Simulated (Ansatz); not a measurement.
# Geometry relaxation of ZnInGaO₄ (part 2 of 2)

The same run, continued: ZnInGaO₄ (R3m, 7 atoms in the cell); DFT PBEsol, scalar-relativistic, plane waves, PAW, no spin polarisation (Ansatz 0.2.0); cutoff 420 eV, 12×12×12 k-mesh, Gaussian smearing of 0.02 eV. The structure derives from a Materials Project entry.

Geometry of the input (Å; fractional positions):
```
1.6803  0.9701  8.7134
-1.6803  0.9701  8.7134
0.0000  -1.9403  8.7134
Zn 0.2184  0.2184  0.2184
In 0.0028  0.0028  0.0028
Ga 0.7870  0.7870  0.7870
O  0.2951  0.2951  0.2951
O  0.7114  0.7114  0.7114
O  0.1217  0.1217  0.1217
O  0.8636  0.8636  0.8636
```

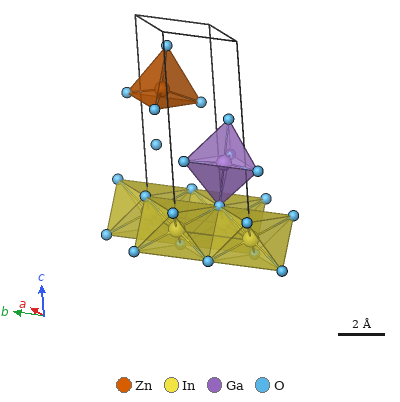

The geometry at step 3 of the log (polyhedral view of the reduced cell, seen at an oblique angle; polyhedra are completed across the faces of the cell).

What the program printed, continued
```
SCF iter   1: F=—  HF=-14794.590881 eV  |F-HF|=—  |Δ(HF+E_count)|=         —  Δρ=2.14e-4  dr2=1.21e-5  ethr=1.92e-8  ⟨swp⟩=2.5  Hψ=30746  notcnv=0
preconditioner: auto → Resta (q_TF=auto, 2.605 Å⁻¹)  ε∞=5.3  [insulator: Δε(μ)=1.171 eV  Ē_g=15.562 eV  σ=0.020 eV  W_gap=1.00  n_scr=30 (ndim 8)  ℏωp=32.3 eV  f_vac=0.038  D(μ)=0.00/eV (n_scr^D=0)  ε∞_Penn≈5.3]
SCF iter   2: F=—  HF=-14794.590870 eV  |F-HF|=—  |Δ(HF+E_count)|=   1.17e-5  Δρ=1.07e-4  dr2=2.98e-6  ethr=1.92e-8  ⟨swp⟩=2.0  Hψ=12522  notcnv=0
SCF iter   3: F=—  HF=-14794.590869 eV  |F-HF|=—  |Δ(HF+E_count)|=   4.47e-7  Δρ=3.02e-5  dr2=8.28e-7  ethr=4.80e-9  ⟨swp⟩=2.0  Hψ=13021  notcnv=0
SCF iter   4: F=-14794.590869 eV  HF=-14794.590869 eV  |F-HF|=3.45e-8  |Δ(HF+E_count)|=   1.55e-7  Δρ=6.59e-6  dr2=5.55e-8  ethr=9.31e-11  ⟨swp⟩=6.3  Hψ=47068  notcnv=0
SCF 6 converged in 4 iterations: F = -14794.590869 eV  dr2 = 5.55e-8
relax step   6: F+E_penalty+E_count = -14794.59086892 eV  Δ(F+E_penalty+E_count) = -9.294e-5 eV  max|allowed force component| = 3.728e-3 eV/Å  Δτ_max = 0.0024 Å  P = -0.005 GPa  Ω = 81.800 Å³  energy of the carried Pulay correction = +1.570e-2 eV  (4 SCF iters, dr2 threshold 5.77e-8 eV, accepted)
Initial wavefunctions: pseudopotential atomic-orbital guess (no wavefunctions were taken with the density)
iter 1 solved again at ethr=6.48e-8 eV; its pass at ethr=3.10e-3 eV (dr2=4.02e-5 eV) is discarded
SCF iter   1: F=—  HF=-14794.577738 eV  |F-HF|=—  |Δ(HF+E_count)|=         —  Δρ=3.34e-4  dr2=1.36e-5  ethr=6.48e-8  ⟨swp⟩=3.1  Hψ=48588  notcnv=0
preconditioner: auto → Resta (q_TF=auto, 2.605 Å⁻¹)  ε∞=5.3  [insulator: Δε(μ)=1.169 eV  Ē_g=15.562 eV  σ=0.020 eV  W_gap=1.00  n_scr=30 (ndim 8)  ℏωp=32.3 eV  f_vac=0.038  D(μ)=0.00/eV (n_scr^D=0)  ε∞_Penn≈5.3]
SCF iter   2: F=—  HF=-14794.577737 eV  |F-HF|=—  |Δ(HF+E_count)|=   9.62e-7  Δρ=1.76e-4  dr2=6.00e-6  ethr=2.19e-8  ⟨swp⟩=2.0  Hψ=12710  notcnv=0
SCF iter   3: F=—  HF=-14794.577739 eV  |F-HF|=—  |Δ(HF+E_count)|=   2.87e-6  Δρ=6.17e-5  dr2=4.33e-7  ethr=9.67e-9  ⟨swp⟩=2.0  Hψ=10124  notcnv=0
SCF iter   4: F=—  HF=-14794.577740 eV  |F-HF|=—  |Δ(HF+E_count)|=   5.06e-7  Δρ=1.33e-5  dr2=8.88e-8  ethr=6.99e-10  ⟨swp⟩=2.0  Hψ=13041  notcnv=0
SCF iter   5: F=—  HF=-14794.577740 eV  |F-HF|=—  |Δ(HF+E_count)|=   4.28e-8  Δρ=2.81e-6  dr2=2.99e-9  ethr=1.43e-10  ⟨swp⟩=2.0  Hψ=10311  notcnv=0
SCF iter   6: F=—  HF=-14794.577740 eV  |F-HF|=—  |Δ(HF+E_count)|=   7.37e-9  Δρ=1.41e-6  dr2=6.52e-10  ethr=4.82e-12  ⟨swp⟩=2.0  Hψ=13041  notcnv=0
SCF iter   7: F=—  HF=-14794.577740 eV  |F-HF|=—  |Δ(HF+E_count)|=  1.93e-10  Δρ=6.35e-7  dr2=1.73e-10  ethr=1.05e-12  ⟨swp⟩=2.0  Hψ=13041  notcnv=0
SCF iter   8: F=-14794.577740 eV  HF=-14794.577740 eV  |F-HF|=2.36e-11  |Δ(HF+E_count)|=  3.46e-11  Δρ=2.40e-7  dr2=3.19e-11  ethr=1.00e-12  ⟨swp⟩=6.0  Hψ=32546  notcnv=0
SCF 7 converged in 8 iterations: F = -14794.577740 eV  dr2 = 3.19e-11
relax step   7: F+E_penalty+E_count = -14794.57773995 eV  Δ(F+E_penalty+E_count) = +1.313e-2 eV  max|allowed force component| = 3.650e-3 eV/Å  Δτ_max = 0.0000 Å  P = -0.246 GPa  Ω = 81.800 Å³  stress off target by 2.58e-1 GPa  SCF on the basis re-selected at this cell (its energy is not comparable with the rows above)  (8 SCF iters)
basis re-selected at this cell: Δ(F+E_penalty+E_count) = +1.313e-2 eV, ΔP = -0.240 GPa vs the last step (what re-selecting the basis moved, of the pressure what is left beyond the Pulay correction that the steps carried, after the strain that the cell walked since its last selection, with what the two solves' SCF thresholds leave and, on support functions, any second-order correction that the steps lacked; it is no measure of the basis error at this ecutwfc). This SCF's stress stands 2.58e-1 GPa from its target on what of the cell is left free (relax.cell.stress_tol is 5.00e-2 GPa) and its largest allowed force component is 3.65e-3 eV/Å (relax.f_tol is 5.00e-3 eV/Å): not within both, so this SCF does not close the relaxation
Crystal: 7 atoms, lattice volume = 81.679 Å³
iter 1 solved again at ethr=5.09e-8 eV; its pass at ethr=3.10e-3 eV (dr2=3.15e-5 eV) is discarded
SCF iter   1: F=—  HF=-14794.578418 eV  |F-HF|=—  |Δ(HF+E_count)|=         —  Δρ=2.09e-4  dr2=3.13e-5  ethr=5.09e-8  ⟨swp⟩=2.0  Hψ=32073  notcnv=0
preconditioner: auto → Resta (q_TF=auto, 2.606 Å⁻¹)  ε∞=5.3  [insulator: Δε(μ)=1.176 eV  Ē_g=15.575 eV  σ=0.020 eV  W_gap=1.00  n_scr=30 (ndim 8)  ℏωp=32.4 eV  f_vac=0.037  D(μ)=0.00/eV (n_scr^D=0)  ε∞_Penn≈5.3]
SCF iter   2: F=—  HF=-14794.578400 eV  |F-HF|=—  |Δ(HF+E_count)|=   1.82e-5  Δρ=5.96e-5  dr2=3.13e-6  ethr=5.05e-8  ⟨swp⟩=2.3  Hψ=11422  notcnv=0
SCF iter   3: F=—  HF=-14794.578400 eV  |F-HF|=—  |Δ(HF+E_count)|=   3.55e-7  Δρ=3.09e-5  dr2=1.17e-6  ethr=5.05e-9  ⟨swp⟩=2.4  Hψ=10422  notcnv=0
SCF iter   4: F=—  HF=-14794.578400 eV  |F-HF|=—  |Δ(HF+E_count)|=   3.86e-8  Δρ=1.90e-5  dr2=2.03e-7  ethr=1.88e-9  ⟨swp⟩=2.0  Hψ=10124  notcnv=0
SCF iter   5: F=-14794.578400 eV  HF=-14794.578400 eV  |F-HF|=8.00e-9  |Δ(HF+E_count)|=   2.13e-8  Δρ=5.75e-6  dr2=2.35e-8  ethr=2.68e-10  ⟨swp⟩=8.1  Hψ=44589  notcnv=0
SCF 8 converged in 5 iterations: F = -14794.578400 eV  dr2 = 2.35e-8
relax step   8: F+E_penalty+E_count = -14794.57839978 eV  Δ(F+E_penalty+E_count) = -6.598e-4 eV  max|allowed force component| = 1.244e-3 eV/Å  Δτ_max = 0.0004 Å  P = +0.011 GPa  Ω = 81.679 Å³  energy of the carried Pulay correction = +5.701e-4 eV  (5 SCF iters, dr2 threshold 1.66e-7 eV, accepted)
iter 1 solved again at ethr=6.13e-8 eV; its pass at ethr=3.10e-3 eV (dr2=3.80e-5 eV) is discarded
SCF iter   1: F=—  HF=-14794.577858 eV  |F-HF|=—  |Δ(HF+E_count)|=         —  Δρ=1.53e-5  dr2=4.93e-8  ethr=6.13e-8  ⟨swp⟩=3.0  Hψ=48626  notcnv=0
preconditioner: auto → Resta (q_TF=auto, 2.606 Å⁻¹)  ε∞=5.3  [insulator: Δε(μ)=1.173 eV  Ē_g=15.573 eV  σ=0.020 eV  W_gap=1.00  n_scr=30 (ndim 8)  ℏωp=32.4 eV  f_vac=0.037  D(μ)=0.00/eV (n_scr^D=0)  ε∞_Penn≈5.3]
SCF iter   2: F=—  HF=-14794.577849 eV  |F-HF|=—  |Δ(HF+E_count)|=   9.59e-6  Δρ=8.68e-6  dr2=2.56e-8  ethr=7.96e-11  ⟨swp⟩=2.1  Hψ=13060  notcnv=0
SCF iter   3: F=—  HF=-14794.577849 eV  |F-HF|=—  |Δ(HF+E_count)|=   1.10e-8  Δρ=3.69e-6  dr2=6.06e-9  ethr=4.13e-11  ⟨swp⟩=2.0  Hψ=9392  notcnv=0
SCF iter   4: F=—  HF=-14794.577849 eV  |F-HF|=—  |Δ(HF+E_count)|=   5.24e-9  Δρ=1.32e-6  dr2=1.08e-9  ethr=9.77e-12  ⟨swp⟩=2.0  Hψ=10439  notcnv=0
SCF iter   5: F=—  HF=-14794.577849 eV  |F-HF|=—  |Δ(HF+E_count)|=  3.27e-11  Δρ=5.54e-7  dr2=2.92e-10  ethr=1.74e-12  ⟨swp⟩=2.0  Hψ=10368  notcnv=0
SCF iter   6: F=-14794.577849 eV  HF=-14794.577849 eV  |F-HF|=2.36e-11  |Δ(HF+E_count)|=  2.29e-10  Δρ=2.11e-7  dr2=2.97e-11  ethr=1.00e-12  ⟨swp⟩=4.8  Hψ=37982  notcnv=0
SCF 9 converged in 6 iterations: F = -14794.577849 eV  dr2 = 2.97e-11
relax step   9: F+E_penalty+E_count = -14794.57784882 eV  Δ(F+E_penalty+E_count) = +5.510e-4 eV  max|allowed force component| = 1.202e-3 eV/Å  Δτ_max = 0.0000 Å  P = +0.005 GPa  Ω = 81.679 Å³  stress off target by 1.82e-2 GPa  SCF on the basis re-selected at this cell (its energy is not comparable with the rows above)  (6 SCF iters)
basis re-selected at this cell: Δ(F+E_penalty+E_count) = +5.510e-4 eV, ΔP = -0.006 GPa vs the last step (what re-selecting the basis moved, of the pressure what is left beyond the Pulay correction that the steps carried, after the strain that the cell walked since its last selection, with what the two solves' SCF thresholds leave and, on support functions, any second-order correction that the steps lacked; it is no measure of the basis error at this ecutwfc). This SCF's stress stands 1.82e-2 GPa from its target on what of the cell is left free (relax.cell.stress_tol is 5.00e-2 GPa) and its largest allowed force component is 1.20e-3 eV/Å (relax.f_tol is 5.00e-3 eV/Å): within both
SCF converged after 6 iterations
Free energy (F): -14794.577849 eV
Harris-Foulkes:  -14794.577849 eV  (|F-HF|=2.36e-11)
Internal energy: -14794.577849 eV  (E = F + TS)
E sigma→0 (E₀):  -14794.577849 eV
Fermi energy:    8.907193 eV
--- Per-component energies (eV) ---
  E_band       = 15.263322
  E_kinetic    = 1192.311237
  E_local      = -5825.959299  (includes V_loc(G=0)·N_el)
  E_nonlocal   = 1621.298200
  E_hartree    = 2446.373486
  E_xc         = -704.867596
  E_vxc        = -579.936089  (∫ρ·V_xc dr)
  E_paw        = -8453.676577  (= ΣΔE_a)
  E_vpaw       = -1285.206496  (= ΣTr[D̂ρ^β])
  E_aug_tail   = 0.009067  (compensation charges beyond the density's cutoff)
  E_ewald      = -5072.103755
  E_core_change = 2.037387  (= ΣΔE_core)
  E_smearing   = -0.000000  (= −TS)
  E_closure    = -0.000000  (closes the sum)
  Σ components = -14794.577849   (vs F -14794.577849, Δ=0.00e0)
--- Forces (eV/Å), atoms counted from 1 ---
  atom   1  Zn     0.00000000     0.00000000    -0.00090249
  atom   2  In    -0.00000000    -0.00000000     0.00120120
  atom   3  Ga    -0.00000000    -0.00000000     0.00061515
  atom   4  O      0.00000000     0.00000000    -0.00073155
  atom   5  O     -0.00000000    -0.00000000     0.00010042
  atom   6  O     -0.00000000    -0.00000000    -0.00050215
  atom   7  O      0.00000000     0.00000000     0.00021654
  max |Σ_I F_I| component: 2.88e-6 eV/Å
--- Stress (GPa, compression-positive) ---
       -0.001044       0.000000      -0.000000
        0.000000      -0.001044      -0.000000
       -0.000000      -0.000000       0.018198
  P = ⅓ Tr σ = 0.0054 GPa (0.054 kbar)
--- Band table (eV; the first three rows and the last of 189) ---
  k-point 0: bands = ["-10.4230", "-9.4777", "-8.8658", "-8.3948", "-5.1276", "-5.1276", "-4.6965", "-4.6965", "-4.3920", "-4.3594", "-4.3594", "-4.0520", "-3.9665", "-3.9665", "3.1599", "3.1665", "3.2270", "3.2270", "4.3247", "4.3247", "4.6518", "5.7803", "5.7803", "6.0535", "6.8811", "6.8811", "7.5203", "7.5203", "7.7546", "8.3204", "8.3204", "9.4934", "12.6818", "13.2943", "14.0109", "18.4565", "18.4565", "18.8468"]
  k-point 1: bands = ["-10.3771", "-9.4376", "-8.8476", "-8.4289", "-5.1154", "-5.1114", "-4.7043", "-4.6973", "-4.4333", "-4.3358", "-4.2700", "-4.0423", "-3.9693", "-3.9465", "3.1006", "3.2040", "3.2259", "3.2537", "4.1965", "4.3207", "4.5646", "5.6803", "5.6833", "6.0303", "6.7280", "6.7989", "7.3587", "7.5267", "7.7039", "8.1224", "8.2621", "10.0219", "12.7906", "13.4513", "14.2822", "18.0742", "18.6485", "18.7433"]
  k-point 2: bands = ["-10.2486", "-9.3278", "-8.8018", "-8.5128", "-5.0750", "-5.0666", "-4.7248", "-4.6997", "-4.4378", "-4.2751", "-4.1772", "-4.0413", "-3.9714", "-3.8275", "2.8770", "3.1588", "3.3265", "3.3575", "3.8872", "4.3117", "4.4059", "5.3750", "5.4341", "5.8190", "6.4961", "6.5753", "7.0506", "7.5316", "7.5587", "7.9218", "8.1064", "11.0285", "13.0710", "13.8269", "14.9561", "17.4021", "18.2092", "19.1779"]
  k-point 188: bands = ["-10.3994", "-9.5601", "-8.8127", "-8.3777", "-5.1275", "-5.1275", "-4.6965", "-4.6965", "-4.4501", "-4.3594", "-4.3594", "-4.0064", "-3.9664", "-3.9664", "2.8238", "3.2274", "3.2274", "3.6100", "4.3279", "4.3279", "4.5530", "5.7573", "5.7573", "6.4757", "6.8761", "6.9307", "6.9307", "7.4933", "7.4933", "8.3177", "8.3177", "10.9061", "11.2258", "13.5503", "14.3097", "18.4671", "18.4671", "18.5969"]
--- Relaxed structure (7 steps of the walk, 7 accepted, 2 SCFs on fresh bases) ---
  F+E_penalty+E_count = -14794.57784882 eV   max|allowed force component| = 1.202e-3 eV/Å   (the final SCF, on the basis selected at the relaxed cell)
  cell:  # Å, volume = 81.6792 Å³
    - [1.6574560794654958, 0.9569327136493854, 8.582949518539056]
    - [-1.6574560794654958, 0.9569327136493854, 8.582949518539056]
    - [-8.23950036174116e-18, -1.9138654272987732, 8.582949518539056]
  atoms:
    - { symbol: Zn, position: [0.21868560620765035, 0.21868560620765035, 0.21868560620765035] }
    - { symbol: In, position: [0.002937203934803761, 0.002937203934803761, 0.002937203934803761] }
    - { symbol: Ga, position: [0.787136331447379, 0.787136331447379, 0.787136331447379] }
    - { symbol: O, position: [0.2950896919169473, 0.2950896919169473, 0.2950896919169472] }
    - { symbol: O, position: [0.7112393126424738, 0.7112393126424738, 0.7112393126424736] }
    - { symbol: O, position: [0.12117668163709691, 0.12117668163709691, 0.12117668163709691] }
    - { symbol: O, position: [0.8637361722136494, 0.8637361722136494, 0.8637361722136493] }
```

Trajectory as extended XYZ (Å, eV, eV/Å), 9 frames, from step=1 to step=9
```
7
Lattice="1.6803 0.9701 8.7134 -1.6803 0.9701 8.7134 0.0000 -1.9403 8.7134" Properties=species:S:1:pos:R:3:forces:R:3 step=1 energy=-14794.50089 pressure_GPa=-6.65
Zn    0.0000    0.0000    5.7086    0.0000   0.0000   0.0061
In    0.0000    0.0000    0.0724    0.0000   0.0000   0.0599
Ga    0.0000    0.0000   20.5732    0.0000   0.0000   0.0375
O     0.0000    0.0000    7.7151    0.0000   0.0000   0.0524
O     0.0000    0.0000   18.5951    0.0000   0.0000  -0.0698
O     0.0000    0.0000    3.1817    0.0000   0.0000  -0.0403
O     0.0000    0.0000   22.5747    0.0000   0.0000  -0.0458
7
Lattice="1.6665 0.9622 8.5860 -1.6665 0.9622 8.5860 0.0000 -1.9243 8.5860" Properties=species:S:1:pos:R:3:forces:R:3 step=2 energy=-14794.57819 pressure_GPa=-1.59
Zn    0.0000    0.0000    5.6316    0.0000   0.0000   0.0697
In    0.0000    0.0000    0.0758    0.0000   0.0000  -0.0123
Ga    0.0000    0.0000   20.2667    0.0000   0.0000   0.0306
O     0.0000    0.0000    7.6208    0.0000   0.0000  -0.2670
O     0.0000    0.0000   18.3053    0.0000   0.0000   0.2494
O     0.0000    0.0000    3.1226    0.0000   0.0000  -0.0261
O     0.0000    0.0000   22.2514    0.0000   0.0000  -0.0444
7
Lattice="1.6571 0.9567 8.5870 -1.6571 0.9567 8.5870 0.0000 -1.9135 8.5870" Properties=species:S:1:pos:R:3:forces:R:3 step=3 energy=-14794.59087 pressure_GPa=0.25
Zn    0.0000    0.0000    5.6265    0.0000   0.0000   0.0562
In    0.0000    0.0000    0.0749    0.0000   0.0000   0.0074
Ga    0.0000    0.0000   20.2777    0.0000   0.0000   0.0123
O     0.0000    0.0000    7.6001    0.0000   0.0000   0.0047
O     0.0000    0.0000   18.3281    0.0000   0.0000  -0.0817
O     0.0000    0.0000    3.1259    0.0000   0.0000  -0.0029
O     0.0000    0.0000   22.2501    0.0000   0.0000   0.0043
7
Lattice="1.6585 0.9575 8.5841 -1.6585 0.9575 8.5841 0.0000 -1.9151 8.5841" Properties=species:S:1:pos:R:3:forces:R:3 step=4 energy=-14794.59080 pressure_GPa=0.01
Zn    0.0000    0.0000    5.6279    0.0000   0.0000   0.0280
In    0.0000    0.0000    0.0741    0.0000   0.0000   0.0123
Ga    0.0000    0.0000   20.2695    0.0000   0.0000   0.0163
O     0.0000    0.0000    7.6001    0.0000   0.0000  -0.0219
O     0.0000    0.0000   18.3170    0.0000   0.0000  -0.0144
O     0.0000    0.0000    3.1238    0.0000   0.0000  -0.0085
O     0.0000    0.0000   22.2442    0.0000   0.0000  -0.0118
7
Lattice="1.6584 0.9575 8.5864 -1.6584 0.9575 8.5864 0.0000 -1.9150 8.5864" Properties=species:S:1:pos:R:3:forces:R:3 step=5 energy=-14794.59078 pressure_GPa=-0.02
Zn    0.0000    0.0000    5.6333    0.0000   0.0000   0.0040
In    0.0000    0.0000    0.0756    0.0000   0.0000   0.0304
Ga    0.0000    0.0000   20.2766    0.0000   0.0000  -0.0199
O     0.0000    0.0000    7.6027    0.0000   0.0000  -0.0244
O     0.0000    0.0000   18.3218    0.0000   0.0000  -0.0221
O     0.0000    0.0000    3.1190    0.0000   0.0000   0.0228
O     0.0000    0.0000   22.2486    0.0000   0.0000   0.0092
7
Lattice="1.6583 0.9574 8.5869 -1.6583 0.9574 8.5869 0.0000 -1.9148 8.5869" Properties=species:S:1:pos:R:3:forces:R:3 step=6 energy=-14794.59087 pressure_GPa=-0.01
Zn    0.0000    0.0000    5.6335    0.0000   0.0000  -0.0018
In    0.0000    0.0000    0.0758    0.0000   0.0000   0.0038
Ga    0.0000    0.0000   20.2772    0.0000   0.0000   0.0005
O     0.0000    0.0000    7.6021    0.0000   0.0000  -0.0017
O     0.0000    0.0000   18.3221    0.0000   0.0000  -0.0031
O     0.0000    0.0000    3.1215    0.0000   0.0000  -0.0004
O     0.0000    0.0000   22.2501    0.0000   0.0000   0.0030
7
Lattice="1.6583 0.9574 8.5869 -1.6583 0.9574 8.5869 0.0000 -1.9148 8.5869" Properties=species:S:1:pos:R:3:forces:R:3 step=7 energy=-14794.57774 pressure_GPa=-0.25
Zn    0.0000    0.0000    5.6335    0.0000   0.0000  -0.0018
In    0.0000    0.0000    0.0758    0.0000   0.0000   0.0037
Ga    0.0000    0.0000   20.2772    0.0000   0.0000  -0.0001
O     0.0000    0.0000    7.6021    0.0000   0.0000  -0.0023
O     0.0000    0.0000   18.3221    0.0000   0.0000  -0.0027
O     0.0000    0.0000    3.1215    0.0000   0.0000   0.0002
O     0.0000    0.0000   22.2501    0.0000   0.0000   0.0031
7
Lattice="1.6575 0.9569 8.5830 -1.6575 0.9569 8.5830 0.0000 -1.9139 8.5830" Properties=species:S:1:pos:R:3:forces:R:3 step=8 energy=-14794.57840 pressure_GPa=0.01
Zn    0.0000    0.0000    5.6309    0.0000   0.0000  -0.0009
In    0.0000    0.0000    0.0756    0.0000   0.0000   0.0012
Ga    0.0000    0.0000   20.2679    0.0000   0.0000   0.0006
O     0.0000    0.0000    7.5982    0.0000   0.0000  -0.0007
O     0.0000    0.0000   18.3136    0.0000   0.0000   0.0001
O     0.0000    0.0000    3.1202    0.0000   0.0000  -0.0005
O     0.0000    0.0000   22.2402    0.0000   0.0000   0.0002
7
Lattice="1.6575 0.9569 8.5830 -1.6575 0.9569 8.5830 0.0000 -1.9139 8.5830" Properties=species:S:1:pos:R:3:forces:R:3 step=9 energy=-14794.57785 pressure_GPa=0.01
Zn    0.0000    0.0000    5.6309    0.0000   0.0000  -0.0009
In    0.0000    0.0000    0.0756    0.0000   0.0000   0.0012
Ga    0.0000    0.0000   20.2679    0.0000   0.0000   0.0006
O     0.0000    0.0000    7.5982    0.0000   0.0000  -0.0007
O     0.0000    0.0000   18.3136    0.0000   0.0000   0.0001
O     0.0000    0.0000    3.1202    0.0000   0.0000  -0.0005
O     0.0000    0.0000   22.2402    0.0000   0.0000   0.0002
```

Summary

```tsv
quantity	value
outcome	converged
space group (tolerance 0.01 Å)	R3m (160)
electrons treated	62
free energy	−14794.5778 eV
Fermi energy	8.907 eV
gap on the k-point mesh	1.17 eV
pressure	0.01 GPa
final volume	81.68 Å³
largest force (length of the vector) at the end	0.001 eV/Å
final cell	a = 8.794 Å, b = 8.794 Å, c = 8.794 Å, α = 21.73°, β = 21.73°, γ = 21.73°
hardware	2 threads of Arm Neoverse V2, 24 GiB of memory available, shared host
wall time	5.9 min (CPU time 12 min)
peak memory	0.74 GiB
```
